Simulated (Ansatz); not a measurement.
# Cd: one change and its effect

System: Cd (4 atoms in the cell).
Method of run 1: DFT PBE, scalar-relativistic, plane waves, PAW, no spin polarisation (Ansatz 0.2.0).

The structure was made by swapping elements on the sites of another compound; it need not be a known phase. Text and figures count atoms from 1; the logs count them from 0 in places.

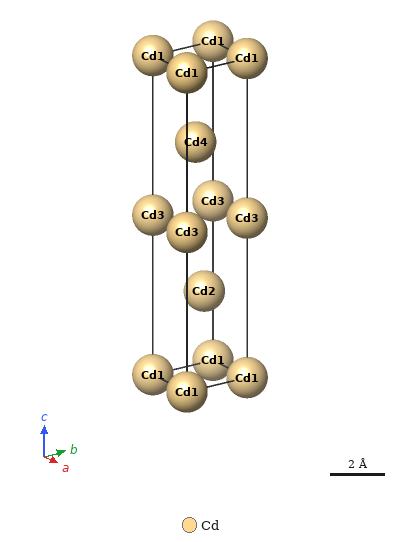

Fig. 1: The structure (spheres-only view of the cell of the calculation, seen slightly off an axis; atoms are numbered from 1 in the order of the input).

### The input, run 1
```yaml
crystal:
  lattice:
    - [3.5994116672, 0.0, 0.0]
    - [-1.7997058336, 3.1171819425, 0.0]
    - [0.0, 0.0, 12.2683828734]
  atoms:
    - { symbol: Cd, position: [0.0, 0.0, 0.0] }
    - { symbol: Cd, position: [0.33333333, 0.66666667, 0.25] }
    - { symbol: Cd, position: [0.0, 0.0, 0.5] }
    - { symbol: Cd, position: [0.66666667, 0.33333333, 0.75] }
basis:
  ecutwfc: 420
kpoints:
  mp_grid: { grid: [15, 15, 4] }
hamiltonian:
  xc: pbe
scf:
  occupations: { method: gaussian, width: 0.1 }
output:
  forces: true
  stress: true
  eigenvalues: true
```

Hardware: 1 thread of an Arm (aarch64) CPU, shared host.

### Output, shortened to warnings, some set-up lines, iterations and results (run 1)
```
Basis set: ecut = 420 eV, 2645 PW (Γ), exchange–correlation on 50×50×180 points (8 copies of the dense FFT grid, shifted against one another)
Symmetry: 24 space group operations
k-points: 81 of 900
Initial density: superposition of atomic densities (neutral atoms: chi_scale 0, normalization atom), corrected by the library's trained network
[...]
SCF iter   1: F=—  HF=-33016.695372 eV  |F-HF|=—  |Δ(HF+E_count)|=         —  Δρ=1.05e-3  dr2=2.34e-3  ethr=1.77e-3  ⟨swp⟩=6.9  Hψ=14023  notcnv=0  defer=24
SCF iter   2: F=—  HF=-33016.696653 eV  |F-HF|=—  |Δ(HF+E_count)|=   1.28e-3  Δρ=1.16e-3  dr2=1.27e-3  ethr=2.93e-6  ⟨swp⟩=2.9  Hψ=7066  notcnv=0  defer=28
SCF iter   3: F=—  HF=-33016.696354 eV  |F-HF|=—  |Δ(HF+E_count)|=   2.99e-4  Δρ=3.81e-4  dr2=1.83e-4  ethr=1.59e-6  ⟨swp⟩=2.0  Hψ=6763  notcnv=0  defer=28
SCF iter   4: F=—  HF=-33016.696314 eV  |F-HF|=—  |Δ(HF+E_count)|=   3.98e-5  Δρ=8.03e-5  dr2=1.05e-5  ethr=2.29e-7  ⟨swp⟩=2.0  Hψ=5297  notcnv=0  defer=28
SCF iter   5: F=—  HF=-33016.696338 eV  |F-HF|=—  |Δ(HF+E_count)|=   2.40e-5  Δρ=1.44e-5  dr2=2.92e-7  ethr=1.31e-8  ⟨swp⟩=2.0  Hψ=5627  notcnv=0  defer=28
SCF iter   6: F=-33016.696338 eV  HF=-33016.696338 eV  |F-HF|=1.48e-8  |Δ(HF+E_count)|=   2.58e-8  Δρ=4.26e-6  dr2=1.78e-8  ethr=1.25e-10  ⟨swp⟩=8.5  Hψ=15724  notcnv=0
SCF 1 converged in 6 iterations: F = -33016.696338 eV  dr2 = 1.78e-8
SCF converged after 6 iterations
Free energy (F): -33016.696338 eV
Harris-Foulkes:  -33016.696338 eV  (|F-HF|=1.48e-8)
Internal energy: -33016.687044 eV  (E = F + TS)
E sigma→0 (E₀):  -33016.691691 eV
Entropy (-TS):   -0.009294 eV (-2.323 meV/atom)
Fermi energy:    7.536689 eV
--- Per-component energies (eV) ---
  E_band       = -2078.214565
  E_kinetic    = 2015.817789
  E_local      = -14619.543655  (includes V_loc(G=0)·N_el)
  E_nonlocal   = 129.215380
  E_hartree    = 6719.028636
  E_xc         = -702.248560
  E_vxc        = -879.737126  (∫ρ·V_xc dr)
  E_paw        = -16332.604182  (= ΣΔE_a)
  E_vpaw       = -2162.018704  (= ΣTr[D̂ρ^β])
  E_aug_tail   = 0.000054  (compensation charges beyond the density's cutoff)
  E_ewald      = -10226.352505
  E_smearing   = -0.009294  (= −TS)
  E_closure    = -0.000000  (closes the sum)
  Σ components = -33016.696338   (vs F -33016.696338, Δ=0.00e0)
--- Forces (eV/Å), atoms counted from 1 ---
  atom   1  Cd    -0.00000000     0.00000000    -0.00000000
  atom   2  Cd     0.00000000     0.00000000     0.00000000
  atom   3  Cd    -0.00000000     0.00000000     0.00000000
  atom   4  Cd    -0.00000000    -0.00000000    -0.00000000
  max |Σ_I F_I| component: 9.25e-18 eV/Å
--- Stress (GPa, compression-positive) ---
       -3.669298       0.000000       0.000000
       -0.000000      -3.669298       0.000000
        0.000000       0.000000      -3.760915
  P = ⅓ Tr σ = -3.6998 GPa (-36.998 kbar)
```

For run 2 the input was changed thus:
```diff
-  mp_grid: { grid: [15, 15, 4] }
+  mp_grid: { grid: [6, 6, 2] }
```

What does this change do to the results?

The free energy of run 2 is 4.7 meV per atom lower, which measures how much it depends on this numerical setting. The pressure goes from −3.70 to −4.12 GPa. The number of SCF iterations is the same. The irreducible k-points go from 81 to 14.

### Output, shortened to warnings, some set-up lines, iterations and results (run 2)
```
Basis set: ecut = 420 eV, 2645 PW (Γ), exchange–correlation on 50×50×180 points (8 copies of the dense FFT grid, shifted against one another)
Symmetry: 24 space group operations
k-points: 14 of 72
Initial density: superposition of atomic densities (neutral atoms: chi_scale 0, normalization atom), corrected by the library's trained network
[...]
SCF iter   1: F=—  HF=-33016.713928 eV  |F-HF|=—  |Δ(HF+E_count)|=         —  Δρ=8.36e-4  dr2=1.39e-3  ethr=1.77e-3  ⟨swp⟩=6.8  Hψ=2390  notcnv=0  defer=5
SCF iter   2: F=—  HF=-33016.715374 eV  |F-HF|=—  |Δ(HF+E_count)|=   1.45e-3  Δρ=8.82e-4  dr2=9.01e-4  ethr=1.74e-6  ⟨swp⟩=2.6  Hψ=1259  notcnv=0  defer=6
SCF iter   3: F=—  HF=-33016.715088 eV  |F-HF|=—  |Δ(HF+E_count)|=   2.86e-4  Δρ=3.30e-4  dr2=1.16e-4  ethr=1.13e-6  ⟨swp⟩=2.0  Hψ=1163  notcnv=0  defer=3
SCF iter   4: F=—  HF=-33016.715057 eV  |F-HF|=—  |Δ(HF+E_count)|=   3.06e-5  Δρ=5.94e-5  dr2=4.09e-6  ethr=1.45e-7  ⟨swp⟩=2.0  Hψ=927  notcnv=0  defer=3
SCF iter   5: F=—  HF=-33016.715077 eV  |F-HF|=—  |Δ(HF+E_count)|=   1.92e-5  Δρ=1.25e-5  dr2=1.63e-7  ethr=5.11e-9  ⟨swp⟩=2.0  Hψ=964  notcnv=0  defer=3
SCF iter   6: F=-33016.715077 eV  HF=-33016.715077 eV  |F-HF|=1.76e-9  |Δ(HF+E_count)|=   4.45e-8  Δρ=2.17e-6  dr2=3.85e-9  ethr=1.25e-10  ⟨swp⟩=8.2  Hψ=2396  notcnv=0
SCF 1 converged in 6 iterations: F = -33016.715077 eV  dr2 = 3.85e-9
SCF converged after 6 iterations
Free energy (F): -33016.715077 eV
Harris-Foulkes:  -33016.715077 eV  (|F-HF|=1.76e-9)
Internal energy: -33016.712247 eV  (E = F + TS)
E sigma→0 (E₀):  -33016.713662 eV
Entropy (-TS):   -0.002830 eV (-0.708 meV/atom)
Fermi energy:    7.474858 eV
--- Per-component energies (eV) ---
  E_band       = -2079.626616
  E_kinetic    = 2015.214469
  E_local      = -14617.817206  (includes V_loc(G=0)·N_el)
  E_nonlocal   = 129.373166
  E_hartree    = 6717.554074
  E_xc         = -702.028062
  E_vxc        = -879.451433  (∫ρ·V_xc dr)
  E_paw        = -16332.656238  (= ΣΔE_a)
  E_vpaw       = -2162.046317  (= ΣTr[D̂ρ^β])
  E_aug_tail   = 0.000054  (compensation charges beyond the density's cutoff)
  E_ewald      = -10226.352505
  E_smearing   = -0.002830  (= −TS)
  E_closure    = 0.000000  (closes the sum)
  Σ components = -33016.715077   (vs F -33016.715077, Δ=0.00e0)
--- Forces (eV/Å), atoms counted from 1 ---
  atom   1  Cd     0.00000000    -0.00000000     0.00000000
  atom   2  Cd     0.00000000     0.00000000     0.00000000
  atom   3  Cd     0.00000000    -0.00000000     0.00000000
  atom   4  Cd     0.00000000    -0.00000000    -0.00000000
  max |Σ_I F_I| component: 5.78e-19 eV/Å
--- Stress (GPa, compression-positive) ---
       -4.685487       0.000000       0.000000
       -0.000000      -4.685487       0.000000
        0.000000       0.000000      -2.987266
  P = ⅓ Tr σ = -4.1194 GPa (-41.194 kbar)
```

### The two runs side by side

```csv
quantity,run 1,run 2
outcome,converged,converged
free energy per atom (eV),−8254.1741,−8254.1788
"energy per atom, smearing taken to zero (eV)",−8254.1729,−8254.1784
gap on the mesh (eV),0.00,0.00
pressure (GPa),−3.70,−4.12
largest force (eV/Å),0.000,0.000
SCF iterations,6,6
irreducible k-points,81,14
plane waves at Γ,2645,2645
wall time (shared host),24 s,4.5 s
```
